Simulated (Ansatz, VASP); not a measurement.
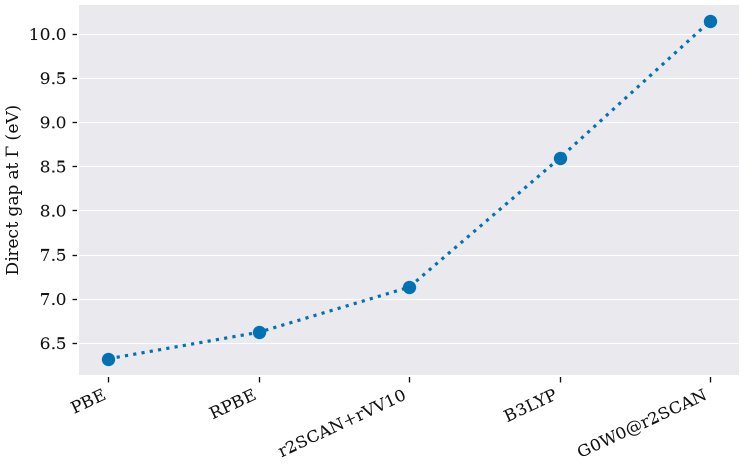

Direct gap at Γ, by several methods on one cell of CsCl-type KF, space group Pm-3m (No. 221), 2 atoms in the cell; cubic a = 3.259 Å. All runs are without spin-orbit coupling and carry no moments. In some of the methods the smallest gap is indirect or lies off these points.

> How do the methods rank at Γ?

From low to high: PBE 6.32, RPBE 6.62, r2SCAN+rVV10 7.13, B3LYP 8.59, G0W0@r2SCAN 10.14 eV.

```
      method      program  Γ (eV)
         PBE  Ansatz LAPW    6.32
        RPBE  Ansatz LAPW    6.62
r2SCAN+rVV10       Ansatz    7.13
       B3LYP       Ansatz    8.59
 G0W0@r2SCAN         VASP   10.14
```

Settings. PBE: all-electron LAPW, 8×8×8 k mesh, Gaussian smearing of 0.1 eV (Ansatz 0.2.0). RPBE: all-electron LAPW, 8×8×8 k mesh, Gaussian smearing of 0.05 eV (Ansatz 0.2.0). r2SCAN+rVV10: Ansatz PAW earlier set, 8×8×8 k mesh in the self-consistent step, 1300 eV cutoff, tetrahedron occupations (Ansatz). B3LYP: Ansatz NC, 5×5×5 k mesh, 1320 eV cutoff, fixed occupations (Ansatz). G0W0@r2SCAN: r2SCAN, VASP PAW PBE potentials, release 64 (K_sv_GW, F_GW), 5×5×5 k mesh, 500 eV cutoff, Gaussian smearing of 0.01 eV (VASP), G0W0 with cutoff of the response function 100 eV, frequency points 64, empty bands 46 and GW iterations 1.

These are five of the 16 methods that were run on this cell. The runs come from different programs and meshes, which adds differences of its own. The usual form of KF is rocksalt. LDA, GGA and most meta-GGA functionals understate gaps. r2SCAN+rVV10 and G0W0@r2SCAN: the PAW data sets were made with another functional. B3LYP: the potentials were made for another functional. G0W0@r2SCAN: bands, screening cutoff and mesh are small and nothing is extrapolated, so the quasiparticle values aren't converged. Over all k points computed the smallest gap is 6.27 eV in PBE, 6.57 eV in RPBE, 7.08 eV in r2SCAN+rVV10 and 10.11 eV in G0W0@r2SCAN, and a mesh with an odd division can miss a smaller one. The GW values are at finite bands, cutoffs and mesh, short of the basis limit.
